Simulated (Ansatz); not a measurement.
# Single-point calculation, with input and output: HfO2 (part 1 of 2)

System: HfO2 (slab, 24 atoms in the cell).
Method: DFT PBE+D3(BJ), scalar-relativistic, plane waves, PAW, no spin polarisation (Ansatz 0.2.0).

The structure derives from an entry of the Crystallography Open Database. It belongs to a series of runs on one base structure; here: the slab at its places in the relaxed adsorbed structure. Figures and captions count atoms from 1; the log counts them from 0 in places.

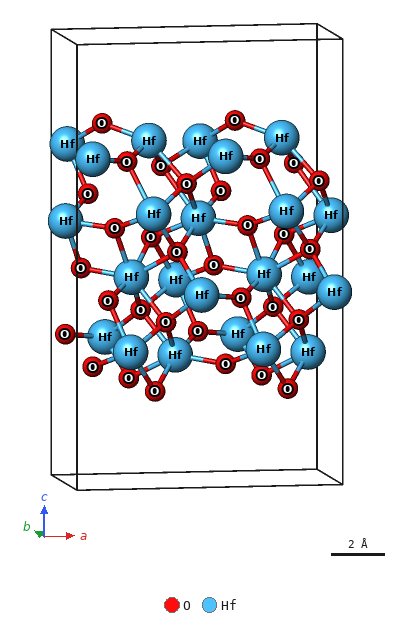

**Figure 1.** The input geometry (ball-and-stick view of the 2 × 1 repeat of the cell, with the vacuum cut short, seen slightly off an axis). An atom can appear more than once, as a periodic image.

### Results in brief

```csv
quantity,value
outcome,converged
electrons treated,304
free energy,−134885.3379 eV
"work function, top face",4.22 eV
"work function, bottom face",8.13 eV
Fermi energy,2.030 eV
gap on the k-point mesh,none (metallic)
work function (upper face),4.22 eV
largest force (length of the vector),4.356 eV/Å
hardware,"8 threads of Intel Xeon @ 2.50GHz (Skylake/Cascade Lake), 32 GiB of memory available, shared host"
wall time,17 s (CPU time 2.1 min)
peak memory,3.2 GiB
```

### Notes

Spin–orbit coupling is left out, which matters for Hf.

### Input file
```yaml
crystal:
  lattice:
    - [5.126095951, 0.0, 0.0]
    - [0.0, 5.2021810339, 0.0]
    - [0.0, 0.0, 28.6272087125]
  atoms:
    - { symbol: O, position: [0.6347922139, 0.2419181659, 0.2794544197] }
    - { symbol: O, position: [0.5361300045, 0.7580818341, 0.2870708692] }
    - { symbol: O, position: [0.1832406025, 0.3358219387, 0.3121677717] }
    - { symbol: Hf, position: [0.8445046138, 0.5424419743, 0.321321772] }
    - { symbol: Hf, position: [0.4118787139, 0.0424419743, 0.336599635] }
    - { symbol: O, position: [0.0731427251, 0.8358219387, 0.3457536351] }
    - { symbol: O, position: [0.7202533231, 0.2580818341, 0.3708505378] }
    - { symbol: O, position: [0.6215911137, 0.7419181659, 0.3784669871] }
    - { symbol: O, position: [0.2687017117, 0.1641780613, 0.4035638898] }
    - { symbol: Hf, position: [0.929965723, 0.9575580257, 0.4127178899] }
    - { symbol: Hf, position: [0.4973398231, 0.4575580257, 0.4279957529] }
    - { symbol: O, position: [0.1586038343, 0.6641780613, 0.4371497532] }
    - { symbol: O, position: [0.8038333275, 0.2447759509, 0.4645386328] }
    - { symbol: O, position: [0.7060313406, 0.760149686, 0.4741814082] }
    - { symbol: O, position: [0.3477218479, 0.3301762486, 0.4961709548] }
    - { symbol: Hf, position: [0.0184220927, 0.5409887954, 0.502952774] }
    - { symbol: Hf, position: [0.5866777773, 0.0516581082, 0.5196224929] }
    - { symbol: O, position: [0.2445424058, 0.8311139976, 0.5325235915] }
    - { symbol: O, position: [0.8774093013, 0.2723685887, 0.5550661569] }
    - { symbol: O, position: [0.7830490593, 0.7636352578, 0.5690008942] }
    - { symbol: O, position: [0.4144146431, 0.1926988186, 0.5877683692] }
    - { symbol: Hf, position: [0.1116351058, 0.9585379126, 0.5967473798] }
    - { symbol: Hf, position: [0.6343289679, 0.4799207495, 0.6090691148] }
    - { symbol: O, position: [0.3229640365, 0.689640217, 0.628934627] }
basis:
  ecutwfc: 420
kpoints:
  mp_grid: { grid: [3, 3, 1] }
hamiltonian:
  xc: pbe
  dispersion: d3bj
scf:
  occupations: { method: gaussian, width: 0.05 }
output:
  forces: true
  eigenvalues: true
  write_density: true
  volumetric_format: npy
efield:
  axis: 3
  dipole_correction: true
  ramp_width: 0.04
```

Launch command:
```bash
ansatz run input.yaml --threads 8 --pin off --max-ram 20480MiB --backend cpu --events-out ev --progress --plain --runs-dir out
```

### Output
```
Engine: ansatz 0.2.0, x86_64-unknown-linux-gnu
Pseudopotentials: kind: paw
Pseudopotential: O, paw, valence charge 6, recommended cutoff 420 eV (normal), O.paw.azcp
Pseudopotential: Hf, paw, valence charge 26, recommended cutoff 420 eV (normal), Hf.paw.azcp
Functional definition: PBE
  parameter kappa = 0.804
  parameter beta = 0.06672455060314922
  exchange = pbe_x(kappa = kappa, mu = beta*pi^2/3)
  correlation = pbe_c(beta = beta)
Crystal: 24 atoms, lattice volume = 763.398 Å³
Basis set: ecut = 420 eV, 14995 PW (Γ), exchange–correlation on 72×72×384 points (8 copies of the dense FFT grid, shifted against one another)
Bands: 183, of which v1, the nominal top of the filled ones, is band 152 counted from 1 (151 counted from 0)
Symmetry: 1 space group operations
Space group: P1 (ITA 1), of the structure as read, at distance tolerance 9.1e-5 Å
k-points: 5 of 9 (time reversal used)
Non-local potential: O, projectors of the file, l = 0: 2, l = 1: 2, l = 2: 1
Non-local potential: Hf, projectors of the file, l = 0: 3, l = 1: 2, l = 2: 2, l = 3: 3
PAW form: soft (Blöchl's): semilocal exchange-correlation on the pseudo side does not see the compensation charge
PAW one-centre angular grid: O, 110 points (default); XC on 64 Gauss nodes
PAW one-centre angular grid: Hf, 590 points (default); XC on 64 Gauss nodes
Initial density: superposition of atomic densities (neutral atoms: chi_scale 0, normalization atom), corrected by the library's trained network
Initial wavefunctions: pseudopotential atomic-orbital guess
Functional: x = pbe(κ = 0.804, μ = 0.2195149727645171), c = pbe(β = 0.06672455060314922)
SCF iter   1: F=—  HF=-134885.619758 eV  |F-HF|=—  |Δ(HF+E_count)|=         —  Δρ=1.19e-2  dr2=9.98e0  ethr=1.77e-3  p=0.490 e·Å  D=1.16e-1 V/Å  ΔV_dip=-3.32 eV  dr2_dipole=5.25e0  V_vac-E_F(+/−)=4.80/8.13 eV  ⟨swp⟩=6.2  Hψ=3426  notcnv=0  defer=82
efield: sawtooth ramp at fractional position 0.9342 (placed from the atoms, in the widest stretch of the axis that holds none; the zero of the levels goes with the place), width 0.0400; the density the first Hamiltonian is built on has a dipole p = 0.490 e·Å; the dipole correction subtracts the counter field D = 1.16e-1 V/Å, which shifts the + side's vacuum level by -3.32 eV against the − side's; the planar-averaged density in the ramp window peaks in size at 1.9e-6 e/Å³
preconditioner: auto → LDOS  [insulator: Δε(μ)=0.113 eV  Ē_g=17.316 eV  σ=0.050 eV  W_gap=0.55  n_scr=156 (ndim 8)  ℏωp=22.8 eV  f_vac=0.589  D(μ)=13.39/eV (n_scr^D=80)  ε∞_Penn≈2.7  β→1.0]
SCF iter   2: F=—  HF=-134885.307329 eV  |F-HF|=—  |Δ(HF+E_count)|=   3.12e-1  Δρ=6.15e-3  dr2=1.38e0  ethr=1.77e-3  p=0.512 e·Å  D=1.21e-1 V/Å  ΔV_dip=-3.48 eV  dr2_dipole=6.74e-1  V_vac-E_F(+/−)=4.52/8.00 eV  ⟨swp⟩=2.0  Hψ=1084  notcnv=0  defer=127
SCF iter   3: F=—  HF=-134885.420292 eV  |F-HF|=—  |Δ(HF+E_count)|=   1.13e-1  Δρ=6.40e-3  dr2=5.05e-1  ethr=4.55e-4  p=0.555 e·Å  D=1.32e-1 V/Å  ΔV_dip=-3.77 eV  dr2_dipole=2.94e-2  V_vac-E_F(+/−)=4.38/8.15 eV  ⟨swp⟩=3.4  Hψ=1381  notcnv=0  defer=127
SCF iter   4: F=—  HF=-134885.352004 eV  |F-HF|=—  |Δ(HF+E_count)|=   6.83e-2  Δρ=4.05e-3  dr2=1.42e-1  ethr=1.66e-4  p=0.562 e·Å  D=1.33e-1 V/Å  ΔV_dip=-3.81 eV  dr2_dipole=4.01e-6  V_vac-E_F(+/−)=4.32/8.13 eV  ⟨swp⟩=2.8  Hψ=1655  notcnv=0  defer=127
SCF iter   5: F=—  HF=-134885.333690 eV  |F-HF|=—  |Δ(HF+E_count)|=   1.83e-2  Δρ=1.45e-3  dr2=2.45e-2  ethr=4.66e-5  p=0.567 e·Å  D=1.34e-1 V/Å  ΔV_dip=-3.84 eV  dr2_dipole=2.73e-4  V_vac-E_F(+/−)=4.29/8.13 eV  ⟨swp⟩=3.0  Hψ=1471  notcnv=0  defer=127
SCF iter   6: F=—  HF=-134885.335973 eV  |F-HF|=—  |Δ(HF+E_count)|=   2.28e-3  Δρ=9.81e-4  dr2=1.33e-2  ethr=8.07e-6  p=0.572 e·Å  D=1.36e-1 V/Å  ΔV_dip=-3.88 eV  dr2_dipole=1.52e-3  V_vac-E_F(+/−)=4.25/8.13 eV  ⟨swp⟩=2.6  Hψ=1386  notcnv=0  defer=127
SCF iter   7: F=—  HF=-134885.335871 eV  |F-HF|=—  |Δ(HF+E_count)|=   1.02e-4  Δρ=4.89e-4  dr2=3.66e-3  ethr=4.37e-6  p=0.577 e·Å  D=1.37e-1 V/Å  ΔV_dip=-3.91 eV  dr2_dipole=4.43e-4  V_vac-E_F(+/−)=4.22/8.13 eV  ⟨swp⟩=2.0  Hψ=1354  notcnv=0  defer=127
SCF iter   8: F=—  HF=-134885.336962 eV  |F-HF|=—  |Δ(HF+E_count)|=   1.09e-3  Δρ=3.32e-4  dr2=2.79e-3  ethr=1.20e-6  p=0.579 e·Å  D=1.37e-1 V/Å  ΔV_dip=-3.93 eV  dr2_dipole=7.93e-4  V_vac-E_F(+/−)=4.21/8.13 eV  ⟨swp⟩=3.0  Hψ=1369  notcnv=0  defer=127
SCF iter   9: F=—  HF=-134885.337231 eV  |F-HF|=—  |Δ(HF+E_count)|=   2.70e-4  Δρ=2.53e-4  dr2=1.11e-3  ethr=9.18e-7  p=0.578 e·Å  D=1.37e-1 V/Å  ΔV_dip=-3.92 eV  dr2_dipole=1.45e-6  V_vac-E_F(+/−)=4.21/8.13 eV  ⟨swp⟩=2.0  Hψ=1260  notcnv=0  defer=127
SCF iter  10: F=—  HF=-134885.337318 eV  |F-HF|=—  |Δ(HF+E_count)|=   8.73e-5  Δρ=2.26e-4  dr2=7.66e-4  ethr=3.64e-7  p=0.577 e·Å  D=1.37e-1 V/Å  ΔV_dip=-3.92 eV  dr2_dipole=9.77e-6  V_vac-E_F(+/−)=4.22/8.13 eV  ⟨swp⟩=2.4  Hψ=1367  notcnv=0  defer=127
SCF iter  11: F=—  HF=-134885.337080 eV  |F-HF|=—  |Δ(HF+E_count)|=   2.38e-4  Δρ=1.41e-4  dr2=2.81e-4  ethr=2.52e-7  p=0.577 e·Å  D=1.37e-1 V/Å  ΔV_dip=-3.91 eV  dr2_dipole=2.19e-9  V_vac-E_F(+/−)=4.22/8.13 eV  ⟨swp⟩=2.8  Hψ=1367  notcnv=0  defer=127
SCF iter  12: F=—  HF=-134885.337211 eV  |F-HF|=—  |Δ(HF+E_count)|=   1.31e-4  Δρ=9.56e-5  dr2=1.38e-4  ethr=9.24e-8  p=0.576 e·Å  D=1.36e-1 V/Å  ΔV_dip=-3.91 eV  dr2_dipole=1.57e-5  V_vac-E_F(+/−)=4.23/8.13 eV  ⟨swp⟩=2.2  Hψ=1285  notcnv=0  defer=127
SCF iter  13: F=—  HF=-134885.337321 eV  |F-HF|=—  |Δ(HF+E_count)|=   1.10e-4  Δρ=6.90e-5  dr2=6.45e-5  ethr=4.55e-8  p=0.576 e·Å  D=1.36e-1 V/Å  ΔV_dip=-3.91 eV  dr2_dipole=3.50e-6  V_vac-E_F(+/−)=4.23/8.13 eV  ⟨swp⟩=2.0  Hψ=1356  notcnv=0  defer=127
SCF iter  14: F=—  HF=-134885.337838 eV  |F-HF|=—  |Δ(HF+E_count)|=   5.17e-4  Δρ=4.09e-5  dr2=2.37e-5  ethr=2.12e-8  p=0.576 e·Å  D=1.36e-1 V/Å  ΔV_dip=-3.91 eV  dr2_dipole=8.22e-7  V_vac-E_F(+/−)=4.23/8.13 eV  ⟨swp⟩=3.0  Hψ=1504  notcnv=0  defer=127
SCF iter  15: F=—  HF=-134885.337832 eV  |F-HF|=—  |Δ(HF+E_count)|=   6.11e-6  Δρ=3.21e-5  dr2=1.29e-5  ethr=7.78e-9  p=0.576 e·Å  D=1.37e-1 V/Å  ΔV_dip=-3.91 eV  dr2_dipole=1.20e-6  V_vac-E_F(+/−)=4.23/8.13 eV  ⟨swp⟩=3.0  Hψ=1402  notcnv=0  defer=127
SCF iter  16: F=—  HF=-134885.337838 eV  |F-HF|=—  |Δ(HF+E_count)|=   6.45e-6  Δρ=1.84e-5  dr2=5.79e-6  ethr=4.25e-9  p=0.576 e·Å  D=1.37e-1 V/Å  ΔV_dip=-3.91 eV  dr2_dipole=1.20e-6  V_vac-E_F(+/−)=4.23/8.13 eV  ⟨swp⟩=2.6  Hψ=1396  notcnv=0  defer=127
SCF iter  17: F=—  HF=-134885.337857 eV  |F-HF|=—  |Δ(HF+E_count)|=   1.87e-5  Δρ=1.03e-5  dr2=2.70e-6  ethr=1.91e-9  p=0.576 e·Å  D=1.37e-1 V/Å  ΔV_dip=-3.91 eV  dr2_dipole=7.98e-7  V_vac-E_F(+/−)=4.22/8.13 eV  ⟨swp⟩=2.2  Hψ=1365  notcnv=0  defer=127
SCF iter  18: F=—  HF=-134885.337862 eV  |F-HF|=—  |Δ(HF+E_count)|=   5.43e-6  Δρ=7.12e-6  dr2=1.32e-6  ethr=8.89e-10  p=0.576 e·Å  D=1.37e-1 V/Å  ΔV_dip=-3.91 eV  dr2_dipole=3.90e-7  V_vac-E_F(+/−)=4.22/8.13 eV  ⟨swp⟩=2.0  Hψ=1109  notcnv=0  defer=127
SCF iter  19: F=—  HF=-134885.337862 eV  |F-HF|=—  |Δ(HF+E_count)|=   4.13e-7  Δρ=6.06e-6  dr2=3.57e-7  ethr=4.33e-10  p=0.576 e·Å  D=1.37e-1 V/Å  ΔV_dip=-3.91 eV  dr2_dipole=1.75e-8  V_vac-E_F(+/−)=4.22/8.13 eV  ⟨swp⟩=2.0  Hψ=1277  notcnv=0  defer=127
SCF iter  20: F=-134885.337864 eV  HF=-134885.337863 eV  |F-HF|=6.93e-7  |Δ(HF+E_count)|=   4.58e-7  Δρ=2.65e-6  dr2=7.96e-8  ethr=3.29e-11  p=0.576 e·Å  D=1.37e-1 V/Å  ΔV_dip=-3.91 eV  dr2_dipole=1.62e-9  V_vac-E_F(+/−)=4.22/8.13 eV  ⟨swp⟩=14.2  Hψ=5446  notcnv=0
SCF 1 converged in 20 iterations: F = -134885.337864 eV  dr2 = 7.96e-8
  greatest PAW one-centre occupation: 0.999 electrons in one spin orbital (limit 2), on the Hf atom at site 15 (counted from 0), in its partial waves of l = 0
```

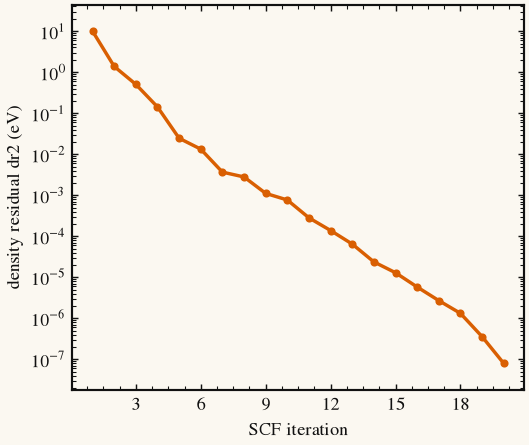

**Figure 2.** Convergence of the self-consistent field: density residual dr2 against the SCF iteration. The residual falls at every step.

```
SCF converged after 20 iterations
Free energy (F): -134885.337864 eV
Harris-Foulkes:  -134885.337863 eV  (|F-HF|=6.93e-7)
Internal energy: -134885.321392 eV  (E = F + TS)
E sigma→0 (E₀):  -134885.329628 eV
Entropy (-TS):   -0.016471 eV (-0.686 meV/atom)
Fermi energy:    2.030413 eV
Dipole field:    D = 0.136600 V/Å  (p = 0.576287 e·Å, saw-weighted, corrected)
Work function:   Φ+ = 4.2227 eV   Φ− = 8.1332 eV
Levels:          The Fermi level and band energies are counted from a zero that moves with the ramp; work functions are not
--- Per-component energies (eV) ---
  E_band       = -4301.847390
  E_kinetic    = 6151.335372
  E_local      = -655217.313484  (includes V_loc(G=0)·N_el)
  E_nonlocal   = -9176.574418
  E_hartree    = 323368.677784
  E_xc         = -3571.168886
  E_vxc        = -3622.874927  (∫ρ·V_xc dr)
  E_paw        = -57943.292030  (= ΣΔE_a)
  E_vpaw       = 10832.209553  (= ΣTr[D̂ρ^β])
  E_aug_tail   = 0.039267  (compensation charges beyond the density's cutoff)
  E_efield     = 0.039360  (sawtooth field / dipole correction)
  E_vefield    = -6.035437  (∫n·V_field dr)
  E_ewald      = 261507.061489
  E_disp       = -4.125847  (pairwise vdW)
  E_smearing   = -0.016471  (= −TS)
  E_closure    = 0.000000  (closes the sum)
  Σ components = -134885.337864   (vs F -134885.337864, Δ=0.00e0)
--- Forces (eV/Å), atoms counted from 1 ---
  atom   1  O     -0.10773385     0.32647529     1.76405795
  atom   2  O      1.54440448     0.25120779     1.26787348
  atom   3  O     -0.79899566     0.22323309     0.41761798
  atom   4  Hf    -1.16844536    -1.69627201    -1.97469789
  atom   5  Hf     0.48691834     0.60925453    -4.28520351
  atom   6  O     -0.42840244     0.19455221     0.96873953
  atom   7  O      0.28719729     0.32065463     1.67081747
  atom   8  O      0.22710964    -0.43880230     1.99204140
  atom   9  O     -0.12639573     0.41705721     1.54352283
  atom  10  Hf     0.06624770     0.41432923    -2.38771701
  atom  11  Hf     0.11585376    -0.35732699    -1.99757946
  atom  12  O     -0.11959207    -0.26663964     1.02112459
  atom  13  O      0.01137058     0.01002463     0.02591219
  atom  14  O      0.01333325     0.00073146    -0.02838166
  atom  15  O     -0.00728998    -0.02830436    -0.03492105
  atom  16  Hf     0.01336617     0.02425668     0.01296170
  atom  17  Hf    -0.03555694    -0.05798982     0.03188437
  atom  18  O     -0.08511928     0.15943124     0.09397670
  atom  19  O     -0.06975755     0.09141473     0.44157334
  atom  20  O      0.19460630     0.02783978     0.00119545
  atom  21  O      0.22504132     0.12685541     0.14111420
  atom  22  Hf     0.60147211    -0.43743325    -0.08706254
  atom  23  Hf    -0.86358315    -0.04370062    -0.43978806
  atom  24  O      0.02392262     0.12914411    -0.15902624
  max |Σ_I F_I| component: 3.57e-5 eV/Å
--- Band table (eV; the first three rows and the last of 5) ---
```
